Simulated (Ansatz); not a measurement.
System: InP (slab).

Input file:

```
crystal:
  lattice:
    - [4.2144047934, 0.0, 0.0]
    - [0.0, 4.2144047934, 0.0]
    - [0.0, 0.0, 25.4301197284]
  atoms:
    - { symbol: P, position: [0.0, 0.5, 0.2949258627] }
    - { symbol: In, position: [0.5, 0.5, 0.3535184734] }
    - { symbol: P, position: [0.5, 0.0, 0.412111084] }
    - { symbol: In, position: [0.0, 0.0, 0.4707036947] }
    - { symbol: P, position: [0.0, 0.5, 0.5292963053] }
    - { symbol: In, position: [0.5, 0.5, 0.587888916] }
    - { symbol: P, position: [0.5, 0.0, 0.6464815266] }
    - { symbol: In, position: [0.0, 0.0, 0.7050741373] }
basis:
  ecutwfc: 420
kpoints:
  mp_grid: { grid: [8, 8, 1] }
hamiltonian:
  xc: pbe
scf:
  occupations: { method: gaussian, width: 0.05 }
output:
  forces: true
  eigenvalues: true
  write_density: true
  write_potential: true
  elf: true
  volumetric_format: npy
relax:
  adjacent_minimum: "off"
  f_tol: 0.02
  max_steps: 60
efield:
  axis: 3
  dipole_correction: true
  ramp_width: 0.04
```

Run with:

```sh
ansatz run input.yaml --threads 1 --pin off --max-ram 2560MiB --backend cpu --events-out ev --progress --plain --runs-dir out
```

The fields are those of the run's last geometry, not of the input's.

All numbers below come from Ansatz 0.2.0, DFT PBE, scalar-relativistic, plane waves, PAW.

> What can the converged valence pseudo-density and electron localisation function tell about the bonding?

In–P (2.59 Å): ρ is about 0.41 e/Å³ halfway; the ELF peaks at about 0.90 in the valence shell of P, 0.9 Å from its nucleus, and is about 0.50 at the midpoint.
In–P (2.62 Å): ρ is about 0.39 e/Å³ halfway; the ELF peaks at about 0.90 in the valence shell of P, 0.9 Å from its nucleus, and is about 0.55 at the midpoint.

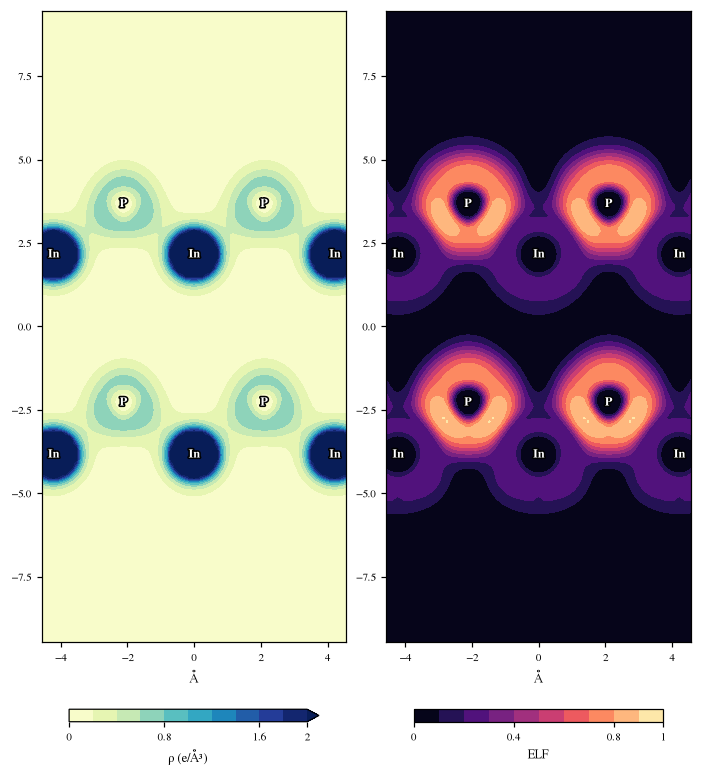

Computed valence pseudo-density and electron localisation function on the (100) plane of the calculation cell, a cut from vacuum to vacuum, in this order. 

Core electrons are frozen (PAW), and the valence fields are smoothed inside the atomic spheres.
